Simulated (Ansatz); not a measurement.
# B32N33 (charge −1): single-point calculation (part 2 of 3)

B32N33 (defect cell, 65 atoms in the cell, total charge −1); DFT PBE, scalar-relativistic, plane waves, PAW, spin-polarised (Ansatz 0.2.0); cutoff 420 eV, 3×3×3 k-mesh, Gaussian smearing of 0.05 eV, collinear spins. The structure derives from a Materials Project entry.

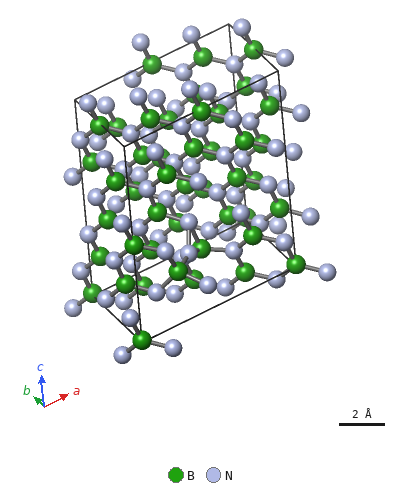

Fig. 1: The structure as given in the input (ball-and-stick view of the cell of the calculation, seen slightly off an axis; bonded neighbours outside the cell are drawn too). An atom can appear more than once, as a periodic image.

Output, continued:
```
Per-site moments (μB) at R_I (Å): [(-7.936882488928476e-8, 0.5940878491898262), (-5.550077732955777e-8, 0.5905586045863571), (-3.5172640931727425e-8, 0.5948770963590959), (-5.904273946091741e-8, 0.5946870742505906), (-7.329333662329303e-8, 0.5940867045739427), (-2.5658359247267773e-8, 0.5905763616343861), (1.0605053166307651e-7, 0.5845062296316272), (-3.4720237500090246e-8, 0.5925669614415755), (-4.2127407184081784e-8, 0.595509306281579), (-7.48074629386169e-8, 0.5904824366654603), (-4.890984829828929e-8, 0.5954486100666404), (-4.1926728528230414e-8, 0.595330211946704), (-8.10928667381684e-8, 0.5899769663298052), (1.2006380917416136e-7, 0.584499431383117), (-2.482787984743201e-8, 0.5946681911684195), (-5.307429910043553e-8, 0.5908400167634376), (-7.528051182886077e-8, 0.5948947840554346), (-6.034420543368409e-8, 0.5908243273820564), (-2.6045640720634348e-8, 0.5896792878584349), (-1.3369056294106787e-7, 0.5954360756535136), (-4.122835236026274e-8, 0.5953053781050057), (-9.238964581230329e-8, 0.5924459854375772), (-7.47918548918874e-8, 0.5947286014540205), (-4.8886723973898214e-8, 0.5947697284577219), (-3.031677877250072e-7, 0.6167168352097809), (-6.627180872690706e-8, 0.5946424740515804), (-2.028959838939131e-8, 0.5925319406580649), (-2.8512940004151923e-8, 0.5896764359656331), (2.6742082470679263e-9, 0.5911317290290562), (-7.472306851278044e-8, 0.5899457975636334), (-4.233548984785268e-8, 0.5910988162189872), (-1.654032351198242e-7, 0.6050576034650823), (4.33498976541681e-7, 0.5896764359656331), (8.864872749659982e-8, 0.5947286014540205), (1.3490868654324067e-8, 0.5946681911684195), (5.335297268210101e-7, 0.5910988162189872), (4.33651784909992e-7, 0.5896792878584349), (3.7425371587890625e-7, 0.5947497157708763), (8.418575085426702e-8, 0.5946278191920994), (-4.354486608148822e-7, 0.6099728377184505), (7.105595514793072e-8, 0.5959535883852155), (1.2074963516573011e-7, 0.5940867045739427), (7.927741746753572e-8, 0.5964054779458421), (1.0737314939574322e-7, 0.5947505962402121), (7.00048854154925e-8, 0.5908243273820564), (9.311973053910275e-8, 0.594627709574062), (-5.30348751985233e-7, 0.5911317290290562), (3.209970974209905e-7, 0.5872572062066511), (2.612369407413331e-7, 0.5946870742505906), (2.871878062215409e-7, 0.5872527415309964), (2.519203252634827e-7, 0.5845062296316272), (6.92380027487119e-8, 0.5963902946213305), (9.873619087341775e-8, 0.5947593268338195), (6.996830852161794e-8, 0.5948947840554346), (3.275428047001505e-7, 0.5946424740515804), (4.4433459510308766e-8, 0.5925669614415755), (1.4411197895783998e-7, 0.5954360756535136), (4.746382164730078e-7, 0.5905586045863571), (6.215060733210169e-8, 0.5948770963590959), (2.2038603959371566e-7, 0.584499431383117), (9.811724665673482e-8, 0.5955469275232854), (6.479664314700284e-8, 0.5908400167634376), (3.940706809590051e-7, 0.5955395129828438), (8.422312642026791e-8, 0.5904824366654603), (-2.1705637706972514e-6, 0.6099728377184505)]
Free energy (F): -17729.510026 eV
Harris-Foulkes:  -17729.510026 eV  (|F-HF|=8.95e-10)
Internal energy: -17729.510026 eV  (E = F + TS)
E sigma→0 (E₀):  -17729.510026 eV
Fermi energy:    7.846561 eV
--- Per-component energies (eV) ---
  E_band       = -612.483642
  E_kinetic    = 6030.790824
  E_local      = -11628.642783  (includes V_loc(G=0)·N_el)
  E_nonlocal   = 1899.167969
  E_hartree    = 3795.961191
  E_xc         = -3023.524472
  E_vxc        = -3754.038264  (∫ρ·V_xc dr)
  E_paw        = -6746.934323  (= ΣΔE_a)
  E_vpaw       = -751.687249  (= ΣTr[D̂ρ^β])
  E_aug_tail   = 0.003303  (compensation charges beyond the density's cutoff)
  E_ewald      = -8056.331735
  E_smearing   = -0.000000  (= −TS)
  E_closure    = -0.000000  (closes the sum)
  E_deformation_potential = -13.607399  (in the stress; not in F)
  Σ components = -17729.510026   (vs F -17729.510026, Δ=0.00e0)
--- Forces (eV/Å), atoms counted from 1 ---
  atom   1  B     -0.33022758    -0.25022269    -0.02026084
  atom   2  B      0.17092765    -0.23030918     0.04063891
  atom   3  B      0.01430046     0.11719285    -0.01205422
  atom   4  B      0.12432026    -0.05050574    -0.03680192
  atom   5  B      0.32505133    -0.24567949    -0.01407059
  atom   6  B     -0.17356809    -0.22797701     0.04242473
  atom   7  B     -1.10606401    -0.89618225    -0.27292135
  atom   8  B     -0.00300899     0.05973500     0.01090627
  atom   9  B     -0.00011729    -0.00384201    -0.00315206
  atom  10  B     -0.00007897    -0.23371130     0.05956728
  atom  11  B     -0.13068967     0.05435013     0.00945073
  atom  12  B     -0.02576723     0.00503474     0.09298205
  atom  13  B     -0.41277666     0.09663118    -0.03488790
  atom  14  B      1.10211498    -0.88720394    -0.28610222
  atom  15  B     -0.12205864    -0.04797406    -0.04264094
  atom  16  B      0.24700189    -0.00960925    -0.03416828
  atom  17  B     -0.01612648     0.11641586    -0.01136822
  atom  18  B     -0.24390944    -0.00715663    -0.03536727
  atom  19  B      0.08493885     0.46674467     0.04888457
  atom  20  B      0.13159266     0.05447050     0.00635709
  atom  21  B      0.02396826     0.00304991     0.08906972
  atom  22  B     -0.11232888     0.76664975    -0.02048307
  atom  23  B      0.00168585    -0.12974093    -0.01770797
  atom  24  B     -0.00139300    -0.06582373    -0.00121709
  atom  25  B     -0.01429145    -0.62514797     1.94043689
  atom  26  B      0.00178321     0.22596236    -0.04100317
  atom  27  B      0.11093490     0.78013659    -0.02173847
  atom  28  B     -0.08251153     0.46178333     0.04737892
  atom  29  B      0.68749436    -0.41592453    -0.07559116
  atom  30  B      0.41030632     0.09615347    -0.03140590
  atom  31  B     -0.67874829    -0.41263847    -0.07388463
  atom  32  B      0.01393339     1.57732572    -1.91137483
  atom  33  N     -0.40597797    -0.60214425     0.45923665
  atom  34  N      0.23530378    -0.06513127     0.03349794
  atom  35  N      0.14975215     0.21668482     0.02148082
  atom  36  N      0.68790096    -0.32888813    -0.86989536
  atom  37  N      0.40728195    -0.60760263     0.46383297
  atom  38  N     -0.24120377    -0.06556181     0.03669476
  atom  39  N     -0.16124989    -0.04963067    -0.05173066
  atom  40  N      0.00281509     1.04357054     1.22266466
  atom  41  N     -0.00095848     0.03875432     0.03936473
  atom  42  N      0.00272941     0.01260204     0.00368534
  atom  43  N     -0.00842373    -0.04129768     0.04540378
  atom  44  N      0.12318958     0.07784078    -0.00097090
  atom  45  N     -0.03012496    -0.10640503    -0.07627603
  atom  46  N      0.16437471    -0.05119099    -0.04954659
  atom  47  N     -0.68968189    -0.33578308    -0.88501826
  atom  48  N      0.68192794     0.02477969     0.12573517
  atom  49  N     -0.15163284     0.21807287     0.01927876
  atom  50  N     -0.67292684     0.02396254     0.12211185
  atom  51  N      0.23141415     0.47361394    -0.00352300
  atom  52  N      0.00478234    -0.04100351     0.04740106
  atom  53  N     -0.11624562     0.07367470    -0.00297357
  atom  54  N      0.00259591     0.09424595     0.00931241
  atom  55  N     -0.00011699    -0.32754903    -0.03403370
  atom  56  N     -0.00144544    -0.20644219     0.00556283
  atom  57  N     -0.00217932    -0.07739702    -0.01117160
  atom  58  N      0.00240067     0.46100003    -0.27693041
  atom  59  N     -0.00236940     0.09607760     0.00860883
  atom  60  N     -0.23389722     0.48150936     0.00459681
  atom  61  N      0.23525529    -0.21228581     0.02596308
  atom  62  N      0.03474473    -0.11001555    -0.07873127
  atom  63  N     -0.23805332    -0.21469128     0.02833629
  atom  64  N      0.00076323     0.07564587    -0.06181888
  atom  65  N     -0.00743275    -0.11100388     0.28996734
  max |Σ_I F_I| component: 1.09e-5 eV/Å
--- Band table (eV; the first three rows and the last of 28) ---
  k-point 0 ↑: bands = ["-13.8770", "-12.9522", "-12.7784", "-12.0627", "-12.0460", "-11.9849", "-11.8794", "-11.8719", "-11.8355", "-11.7634", "-11.7490", "-11.6137", "-11.5726", "-11.3629", "-10.8623", "-10.2754", "-10.1827", "-10.1708", "-10.1288", "-10.1272", "-10.0708", "-9.9692", "-9.9631", "-9.9356", "-9.9197", "-9.8744", "-9.8587", "-9.8519", "-9.7435", "-9.6632", "-9.4363", "-9.2784", "-6.6490", "-4.3619", "-4.3570", "-4.2402", "-4.0581", "-4.0457", "-3.9617", "-3.1269",
      "-3.0928", "-3.0570", "-3.0342", "-3.0216", "-2.9964", "-2.7863", "-2.7814", "-2.7757", "-2.6786", "-2.6623", "-2.5844", "-1.6803", "-1.4532", "-1.3605", "-1.3252", "-1.3078", "-1.2381", "-1.2299", "-1.1209", "-1.1128", "-1.0215", "-0.9672", "-0.9448", "-0.9328", "-0.6998", "-0.6881", "-0.6317", "-0.5410", "-0.5119", "-0.4897", "-0.3026", "-0.2653", "-0.2294", "-0.1898", "-0.1296", "-0.0654", "0.3110", "0.3190", "0.4090", "0.4484",
      "0.4728", "0.4909", "0.5339", "0.6286", "0.6368", "0.7316", "0.7756", "0.8017", "0.9427", "1.0273", "1.3278", "1.3396", "1.4690", "1.4818", "1.5465", "1.5828", "1.5942", "1.6505", "1.6956", "1.7817", "1.8591", "1.8873", "1.9150", "1.9564", "1.9752", "2.1208", "2.1475", "2.3964", "2.9248", "2.9633", "2.9720", "3.0310", "3.0472", "3.2720", "3.2762", "3.3634", "3.4611", "3.5000", "3.6075", "3.7187",
      "3.9378", "3.9612", "4.0158", "4.0932", "4.1062", "4.1829", "4.3512", "4.5225", "4.7697", "5.3781", "6.7292", "8.8557", "9.2005", "9.2047", "9.6045", "9.9247", "9.9805", "10.0317", "10.1303", "10.3437", "10.3826", "10.4325", "10.4575", "10.5342", "10.5728", "10.6128", "10.6379", "10.7004", "11.3057", "11.8484", "12.2283", "12.2732", "12.3258", "12.3726", "12.5338", "12.7026", "12.8869", "13.2149", "13.2181", "13.3547",
      "13.5081", "13.7878", "13.9245", "14.2852", "14.3177", "14.3373", "14.4289", "14.4543", "14.5464", "14.5940", "14.6605", "14.6936", "14.6973", "14.7748", "14.8695", "15.0479", "15.0906", "15.1577", "15.2021", "15.2470", "15.2555", "15.2763", "15.3756", "15.4570", "15.5225", "15.5721", "15.8653", "16.0107", "16.1014", "16.1266", "16.1522", "16.2697", "16.2886", "16.3676", "16.4934", "16.5894", "16.6734"]
  k-point 1 ↑: bands = ["-13.8598", "-12.9109", "-12.6795", "-12.4934", "-12.2997", "-12.2142", "-11.9450", "-11.8817", "-11.8096", "-11.4864", "-11.3111", "-11.1928", "-11.1810", "-10.9457", "-10.8552", "-10.8088", "-10.5614", "-10.5482", "-10.5127", "-10.2745", "-10.2326", "-10.0737", "-10.0511", "-9.9555", "-9.8594", "-9.8572", "-9.7117", "-9.6691", "-9.5804", "-9.5492", "-9.2096", "-9.1526", "-6.6266", "-4.1269", "-4.0762", "-3.8943", "-3.8241", "-3.7420", "-3.5883", "-3.5489",
      "-3.4861", "-3.4785", "-3.4441", "-3.2962", "-3.1778", "-3.1728", "-3.0638", "-2.4037", "-2.3617", "-2.3220", "-2.0188", "-2.0092", "-1.9881", "-1.9740", "-1.8788", "-1.6620", "-1.6122", "-1.4750", "-1.4532", "-1.2298", "-1.1101", "-1.0957", "-0.8309", "-0.7450", "-0.5153", "-0.4458", "-0.4426", "-0.2650", "-0.2516", "-0.0821", "0.0456", "0.0816", "0.1024", "0.1307", "0.1776", "0.3106", "0.3826", "0.4342", "0.4367", "0.5104",
      "0.5439", "0.6313", "0.6424", "0.7842", "0.8124", "0.8435", "0.8766", "0.9159", "0.9225", "0.9642", "1.1161", "1.1666", "1.2203", "1.2718", "1.4043", "1.4252", "1.5430", "1.6218", "1.6763", "1.6800", "1.9013", "1.9888", "2.0387", "2.0825", "2.2056", "2.2522", "2.3952", "2.4181", "2.6768", "2.6860", "2.7983", "2.9837", "3.0046", "3.0468", "3.1372", "3.2059", "3.2074", "3.2971", "3.3307", "3.6148",
      "3.6165", "3.9482", "3.9602", "4.0556", "4.1117", "4.3724", "4.3796", "4.6869", "4.8358", "5.4546", "6.7955", "9.0664", "9.4356", "9.5138", "9.5355", "9.6952", "9.8092", "9.8839", "10.0847", "10.0900", "10.2068", "10.2325", "10.4364", "10.4419", "10.6841", "11.0619", "11.1875", "11.3324", "11.5668", "11.7391", "11.7507", "12.0278", "12.1729", "12.2644", "12.5629", "12.6096", "12.6979", "12.7296", "13.1969", "13.2967",
      "13.5124", "13.5622", "13.7012", "13.8661", "14.0086", "14.1399", "14.2999", "14.3870", "14.5659", "14.7511", "14.8518", "14.9403", "15.0273", "15.0933", "15.2036", "15.2257", "15.2863", "15.4049", "15.4110", "15.6933", "15.7028", "15.7914", "15.8860", "15.9077", "15.9309", "16.1266", "16.3036", "16.3374", "16.4179", "16.4231", "16.4902", "16.5308", "16.5877", "16.6348", "16.6774", "16.6990", "16.7309"]
```
